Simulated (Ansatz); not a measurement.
System: Co.

```yaml
crystal:
  lattice:
    - [4.91733, 0.00000, 0.00000]
    - [0.00000, 4.91733, 0.00000]
    - [0.00000, 0.00000, 4.91733]
  atoms:
    - { symbol: Co, position: [0.75000, 0.25000, 0.25000] }
    - { symbol: Co, position: [0.25000, 0.75000, 0.25000] }
    - { symbol: Co, position: [0.25000, 0.25000, 0.75000] }
    - { symbol: Co, position: [0.75000, 0.75000, 0.75000] }
    - { symbol: Co, position: [0.50000, 0.00000, 0.00000] }
    - { symbol: Co, position: [0.00000, 0.50000, 0.00000] }
    - { symbol: Co, position: [0.00000, 0.00000, 0.50000] }
    - { symbol: Co, position: [0.50000, 0.50000, 0.50000] }
```

Space group Fd-3m; set up as Co, diamond; a generated structure, not necessarily the stable one; changed on purpose from its base cell (volume × 1.04); computed pressure about −5 GPa in this cell; computed without spin polarisation.

The calculation used Ansatz, DFT, r2SCAN, plane waves (500 eV) with PAW, scalar-relativistic.

> What can the converged valence pseudo-density and electron localisation function tell about the bonding?

Co–Co (2.13 Å): ρ is about 0.67 e/Å³ halfway; the ELF is about 0.30 at the midpoint: no shared electron pair shows on this line.

> Does the calculation make it a metal, or give it a gap?

It is gapless in this calculation (a metal or semimetal).

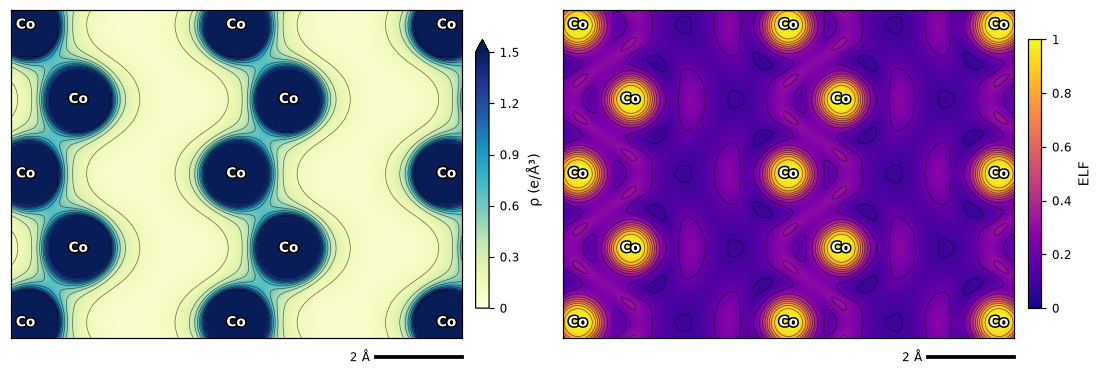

Computed valence pseudo-density and electron localisation function on the (011) plane of the conventional cell, in this order. 

In a PAW calculation such maps are meaningful between the atoms, not at the nuclei.
